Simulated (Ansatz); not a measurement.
The calculation's input:

```
crystal:
  lattice:
    - [3.1019407, 0.0, 0.0]
    - [-1.55097035, 2.6863594472, 0.0]
    - [0.0, 0.0, 4.839027492]
  atoms:
    - { symbol: Al, position: [0.3333333333, 0.6666666667, 0.245] }
    - { symbol: Al, position: [0.6666666667, 0.3333333333, 0.755] }
    - { symbol: O, position: [0.0, 0.0, 0.0] }
    - { symbol: O, position: [0.3333333333, 0.6666666667, 0.645] }
    - { symbol: O, position: [0.6666666667, 0.3333333333, 0.355] }
kpoints:
  mp_grid: { grid: [9, 9, 4] }
hamiltonian:
  xc: pbesol
scf:
  occupations: { method: fermi_dirac, width: 0.03 }
relax:
  f_tol: 0.01
  cell: {}
  max_steps: 120
output:
  write_density: true
  write_potential: true
  elf: true
  volumetric_format: npy
```

Launched as:

```sh
ansatz run input.yaml --threads 2 --pin off --max-ram 2211MiB --backend cpu --events-out ev --progress --plain --runs-dir out
```

Below, planes, directions and counts refer to the conventional cell (a = 2.87 Å, b = 2.87 Å, c = 6.96 Å, α = 90.00°, β = 90.00°, γ = 120.00°).

The fields are those of the relaxed geometry.

Space group P-3m1; started from the A-type La2O3 prototype, which need not be the ambient phase.

All numbers below come from Ansatz 0.2.0, DFT, PBEsol, plane waves, PAW.

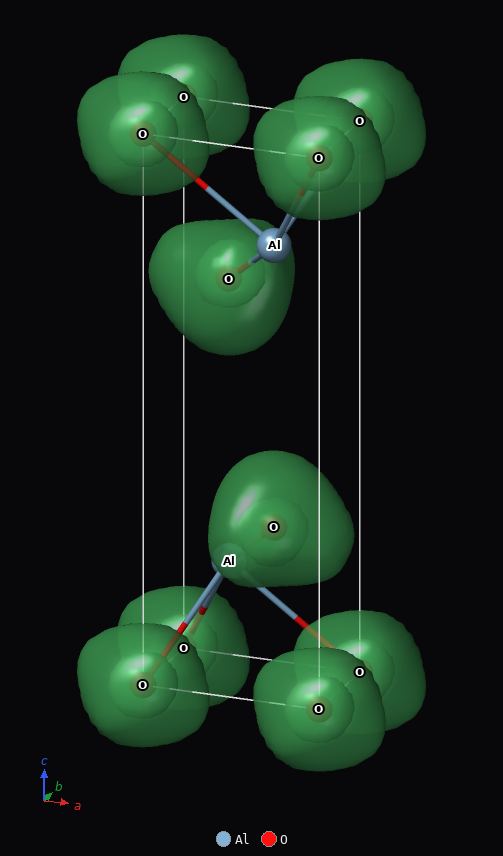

Al2O3. Isosurface of the ELF at 0.75 (green), seen slightly off an axis. Only the valence region is drawn (cores and ρ < 0.01 e/Å³ removed). Sticks mark near contacts.

Core electrons are frozen (PAW), and the valence fields are smoothed inside the atomic spheres.

Where are the electrons localised?

Answer. The ELF exceeds this value in two regions on O in which the atom's valence shell and bonds are merged and one region wrapped around O (its valence shell), counted in one cell of 5 atoms. Any copies at cell faces, edges or corners count once. Profiles from the grid: Al–O (1.79 Å): the ELF peaks at about 0.85 in the valence shell of O, 0.7 Å from its nucleus, and is about 0.80 at the midpoint.

Does the calculation make it a metal, or give it a gap?

Answer. It is gapped, with a Kohn–Sham gap of 4.7 eV on the k-point mesh (the band edges may lie off the mesh, which would make the gap smaller).
